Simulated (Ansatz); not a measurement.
The structure in question:

```cif
data_structure
_symmetry_space_group_name_H-M 'F m -3 m'
_symmetry_Int_Tables_number 225
_cell_length_a 5.4827
_cell_length_b 5.4827
_cell_length_c 5.4827
_cell_angle_alpha 90.000
_cell_angle_beta 90.000
_cell_angle_gamma 90.000
_cell_volume 164.81
loop_
_atom_site_label
_atom_site_type_symbol
_atom_site_symmetry_multiplicity
_atom_site_Wyckoff_symbol
_atom_site_fract_x
_atom_site_fract_y
_atom_site_fract_z
_atom_site_occupancy
Al1 Al 8 c 0.25000 0.25000 0.75000 1
Cu1 Cu 4 a 0.00000 0.50000 0.50000 1
```

Summarise the structure in words.

Answer. It has the composition Al₂Cu. It belongs to space group Fm-3m (No. 225) and has a face-centred cubic lattice. Its structure type: antifluorite. The cell has 12 atoms, namely 8 Al, 4 Cu. Al bonds to four Cu in a tetrahedral arrangement at 2.37 Å. The coordination shell of Cu holds eight Al in a cubic arrangement at 2.37 Å. The bonds build a three-dimensional framework.

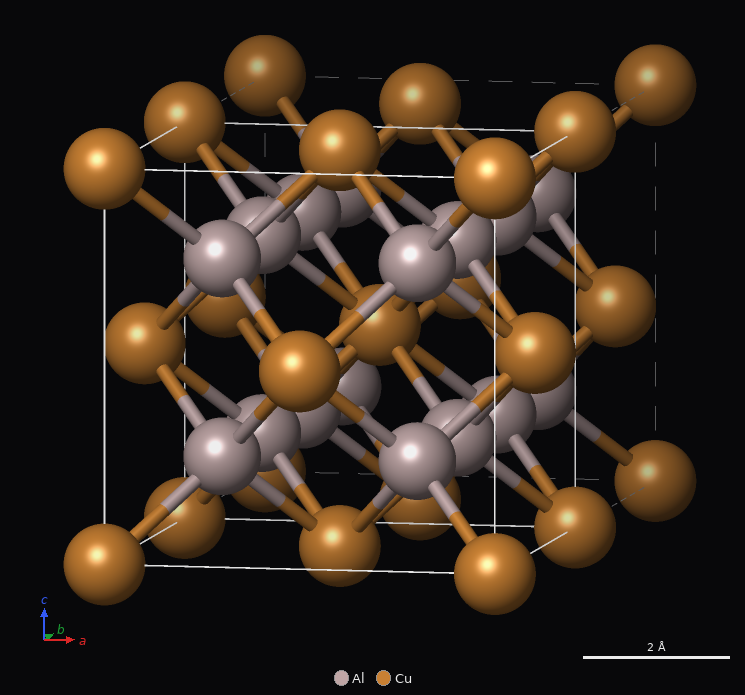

The image is a ball-and-stick drawing of a crystal, viewed slightly off an axis. The solid frame is a single conventional unit cell within a 1×2×1 block.

Starting structure: a structure listed in the Materials Project. The cell was then strained or its atoms displaced on purpose. The atoms were relaxed in a fixed cell with DFT PBE, scalar-relativistic, plane waves, PAW (Ansatz 0.2.0).

At this level of theory the cell isn't at rest (compressed, at 22 GPa), so its distances can differ from those at equilibrium, the more so the softer the solid.
